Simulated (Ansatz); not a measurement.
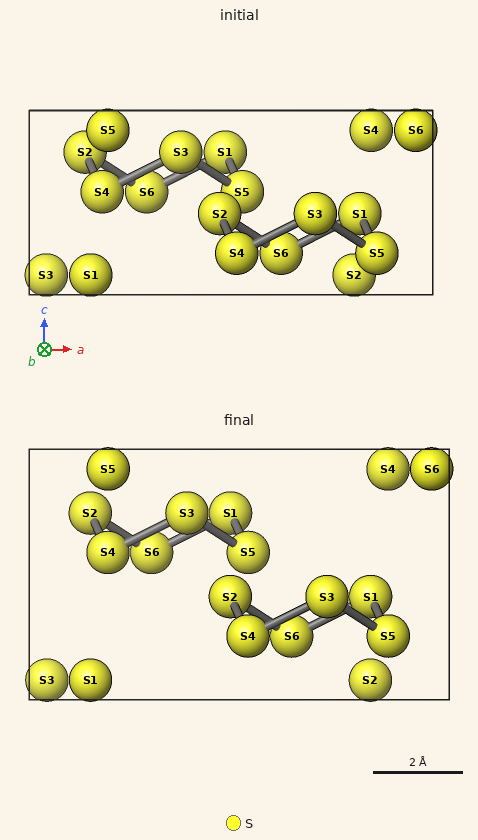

The structure of solid S (set up in R-3) before (top) and after (bottom) a relaxation, at one scale.

A ball-and-stick model of the conventional cell (3 times the calculation's cell), seen along the b axis. Lengths and directions refer to the drawn axes.

Case: relaxed again at another level of theory.

The calculation used DFT PBE, scalar-relativistic, plane waves, PAW in Ansatz. Set-up: plane-wave cutoff 420 eV; k-point mesh 6 × 6 × 6; occupations gaussian; smearing width 0.02 eV; no spin polarisation; cell and atoms relaxed; force threshold 0.02 eV/Å; at most 50 steps.

Describe what moved and what it gained.

The largest moves relative to the cell, 0.18 Å, are those of S1, S2, S3, S4, S5 and S6. S3 goes roughly along [0 1 −3]. The volume changes by +47.3 %, with a = b 10.569 → 11.002 Å (+4.1 %), c 4.181 → 5.684 Å (+36.0 %). The space group stays R-3 (No. 148). After 17 accepted moves (21 points after the start) the energy has fallen by 40.6 meV per atom. Largest force component: 0.02 eV/Å at the start, 0.00055 eV/Å at the end. Pressure: 2.07 GPa at the start and 0.00 GPa at the end. The line search rejected the trial step at point 3 of the run. At 3 points the geometry stayed and the basis and grid were re-selected for the new cell (energy shift of 2.8 meV per atom at most each time). The run took 94 s on 2 threads of Arm Neoverse V1 (shared host), peak memory 0.51 GiB.
